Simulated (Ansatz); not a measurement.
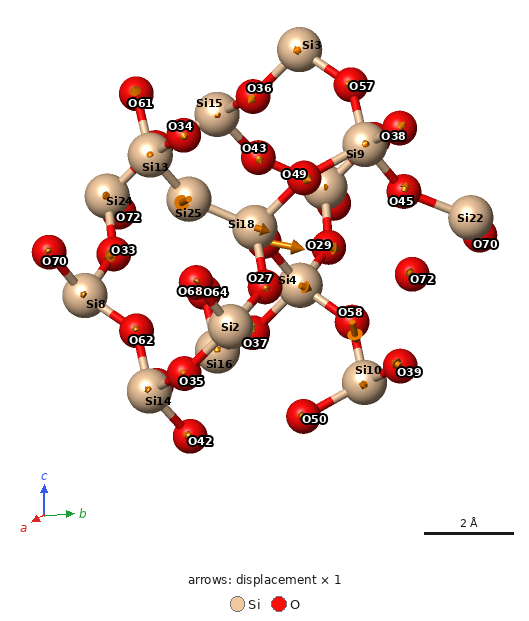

A relaxation of a defect cell of composition Si₂₅O₄₇. The starting structure is drawn; orange arrows show the displacements, at their true length.

Style: ball-and-stick. Shown: the atoms within 5.0 Å of the atom that moves most (axes of the cell of the calculation, reduced to other axes (origin shifted)), slightly off an axis. Lengths and directions refer to the drawn axes.

The calculation used DFT, PBEsol, PAW, plane waves in Ansatz 0.2.0. Settings: plane-wave cutoff 420 eV; k-point mesh 1 × 1 × 1; mesh shifted by (0.25, 0.25, 0.25); no spin polarisation; atoms relaxed in a fixed cell; force threshold 0.03 eV/Å; at most 80 steps.

Question: What happened in the run?

Answer: The energy falls by 15.307 eV per cell of the calculation in 14 geometry steps. Largest force component: 25 eV/Å at the start, 0.025 eV/Å at the end. An O atom moves most: 0.96 Å roughly along [1 3 0]. Largest moves by element: O 0.96 Å, Si 0.93 Å. The cell doesn't change. Among the contacts that change: Si–Si 1.600 → 2.303 Å, Si–Si 1.620 → 2.288 Å, Si–Si 3.638 → 3.090 Å, Si–Si 3.047 → 3.469 Å. Among the angles between lasting bonds that change: Si–Si–Si 142.4° → 98.2°, Si–O–Si 140.4° → 150.5°, Si–O–Si 142.2° → 132.3°.
